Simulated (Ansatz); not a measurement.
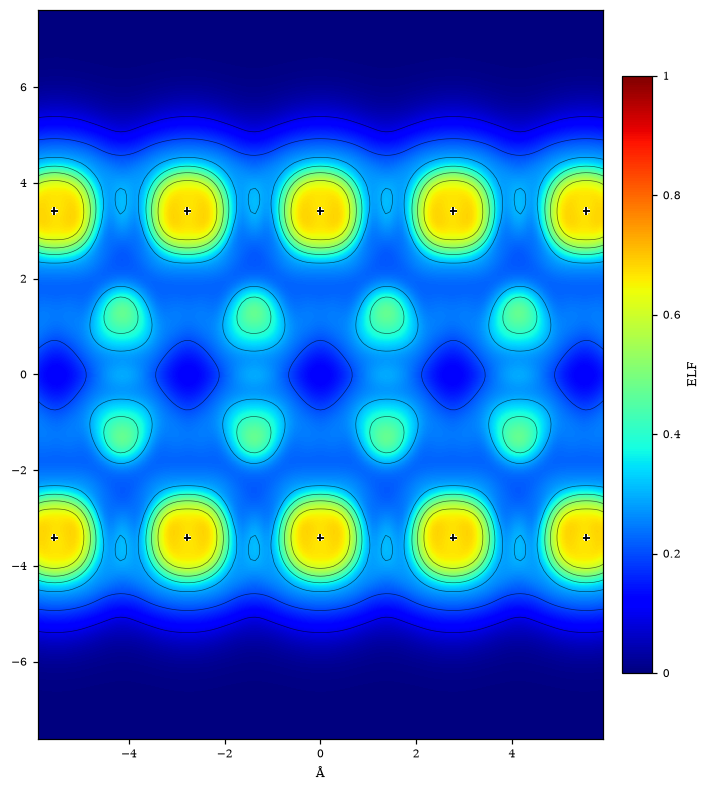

The electron localisation function on a plane through atoms (crosses mark nuclei in the plane).

All numbers below come from DFT PBE+D3(BJ), scalar-relativistic, plane waves, PAW (Ansatz).

Candidates:
A. HPt16 (slab), a = 5.56 Å, b = 5.56 Å, c = 25.80 Å, α = 90.00°, β = 90.00°, γ = 120.00°. Computed without spin polarisation.
B. Ni10O (slab), a = 3.48 Å, b = 3.48 Å, c = 25.96 Å, α = 90.00°, β = 90.00°, γ = 90.00°. Spin-polarised.
C. Pt (slab), a = 5.56 Å, b = 5.56 Å, c = 23.80 Å, α = 90.00°, β = 90.00°, γ = 120.00°. 

**Which candidate gave the map?**

Candidate C: Pt on the (100) plane of the calculation cell, a cut from vacuum to vacuum, which holds Pt. Pt–Pt (2.78 Å): the ELF is about 0.30 at the midpoint (no localised pair shows between them).
